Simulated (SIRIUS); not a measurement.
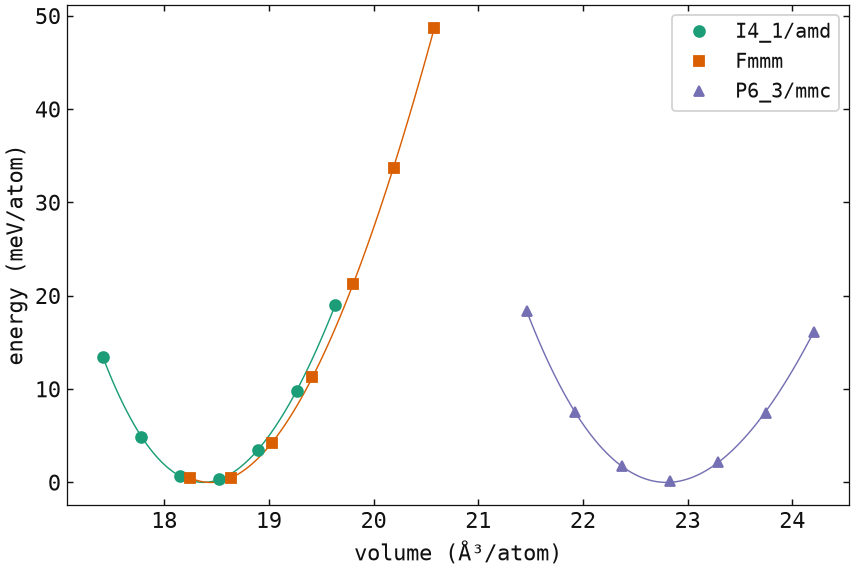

How it was computed, with SIRIUS 7.12.0: all-electron LAPW DFT, no spin polarisation; energies at scaled volumes of the given cell, shape and fractions fixed, counted from the fit's minimum, third-order Birch-Murnaghan fit. Level: PBEsol.

```tsv
setting	value
occupations	Fermi–Dirac
smearing width	0.05 eV
potentials	all electron FP LAPW
```

Figure. Energy against volume, with one curve for each structure, for Ge. Each energy curve has its own zero, so the curves don't rank the structures.

Settings that differ: I4_1/amd: k mesh 11×11×11; Fmmm: k mesh 7×7×7; P6_3/mmc: k mesh 8×8×4.

The fitted equilibrium volumes, smallest first, are I4_1/amd 18.372, Fmmm 18.442, P6_3/mmc 22.799 Å³/atom. The fitted bulk moduli, smallest first, are P6_3/mmc 66.9, Fmmm 77.3, I4_1/amd 78.7 GPa.

Limits of the calculation: shape and atomic fractions are frozen while scaling, which makes layered, chain and framework solids too stiff.
